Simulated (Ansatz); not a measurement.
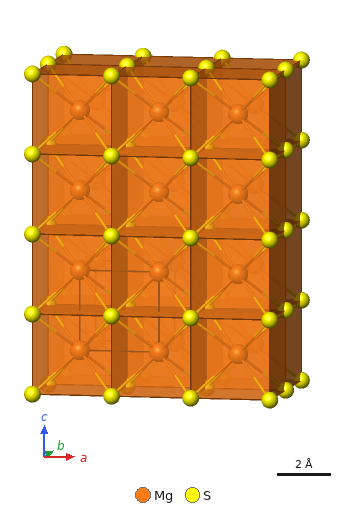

This is the input geometry for a relaxation of crystalline MgS (built on the CsCl type). A polyhedral model of the cell of the calculation, repeated 2 × 1 × 3 with one cell outlined, seen slightly off an axis.

These are results of DFT, PBE, plane waves, PAW (Ansatz 0.2.0), not measurements.

Input file:
```yaml
crystal:
  lattice:
    - [3.0606965898, 0.0, 0.0]
    - [0.0, 3.0606965898, 0.0]
    - [0.0, 0.0, 3.0606965898]
  atoms:
    - { symbol: Mg, position: [0.0, 0.0, 0.0] }
    - { symbol: S, position: [0.5, 0.5, 0.5] }
kpoints:
  mp_grid: { grid: [8, 8, 8] }
hamiltonian:
  xc: pbe
scf:
  occupations: { method: fermi_dirac, width: 0.02 }
relax:
  f_tol: 0.005
  cell: {}
```

Question: Predict the outcome.

Answer: After 4 accepted moves (5 points after the start) the energy has fallen by 0.366 eV per cell of the calculation. All forces vanish by symmetry, so only the cell relaxes. Pressure: 21.34 GPa at the start and 0.04 GPa at the end. The SCF was repeated once at an unchanged geometry on a basis and grid sized afresh for the cell, which shifted the energy by 0.7 meV per cell of the calculation at most. The atoms keep their places relative to the cell (all moves are under 0.005 Å). Cell: a = b = c 3.061 → 3.274 Å (+7.0 %). Volume +22.4 %. Near-neighbour distances that change, for instance: Mg1–S2 2.651 → 2.835 Å. The space group stays Pm-3m (No. 221).

Final geometry:

```xyz
2
Lattice="3.2740 0.0000 0.0000 0.0000 3.2740 0.0000 0.0000 0.0000 3.2740" Properties=species:S:1:pos:R:3 pbc="T T T"
Mg    3.2740    3.2740    3.2740
S     1.6370    1.6370    1.6370
```

After the run, drawn alike:

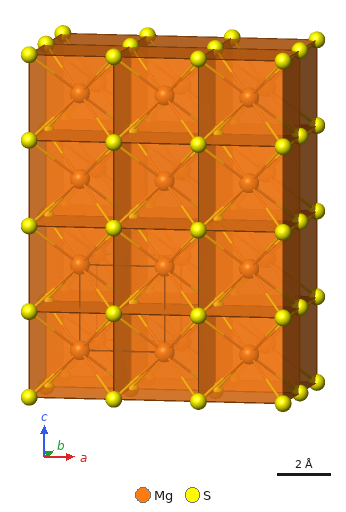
